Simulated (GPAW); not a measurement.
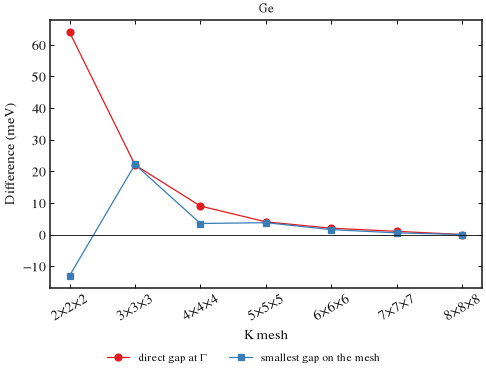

Gaps of diamond-type Ge, space group Fd-3m, 2 atoms in the primitive cell (cubic a = 5.658 Å) as the k mesh is raised, all else fixed. The plot shows differences from the last run, and for the smallest gap from the finest mesh that holds both band edges. Method: r2SCAN, GPAW PAW data sets (gpaw-data 1.2.1), no spin polarisation, no spin-orbit coupling, 500 eV cutoff, Fermi-Dirac smearing of 0.001 eV (GPAW 26.7.0).

Which k mesh is enough for 10 meV?

The direct gap at Γ starts +64 meV from the last run and stays within 10 meV of it from 4×4×4 on. The smallest gap needs the band edges (Γ) on the mesh. The meshes that have them give 0.484 eV (3×3×3), 0.466 eV (5×5×5), 0.464 eV (6×6×6), 0.463 eV (7×7×7) and 0.462 eV (8×8×8), the last being the best value; the others give 0.449 eV (2×2×2) and 0.466 eV (4×4×4).

```
k mesh  direct gap at Γ (eV)  smallest gap on the mesh (eV)
 2×2×2                 0.526                          0.449
 3×3×3                 0.484                          0.484
 4×4×4                 0.471                          0.466
 5×5×5                 0.466                          0.466
 6×6×6                 0.464                          0.464
 7×7×7                 0.463                          0.463
 8×8×8                 0.462                          0.462
```

The PAW data sets were made with another functional. Spin-orbit coupling is left out, which matters for Ge. Measured Ge has an indirect gap, with the conduction bottom at L. LDA, GGA and most meta-GGA functionals understate gaps.
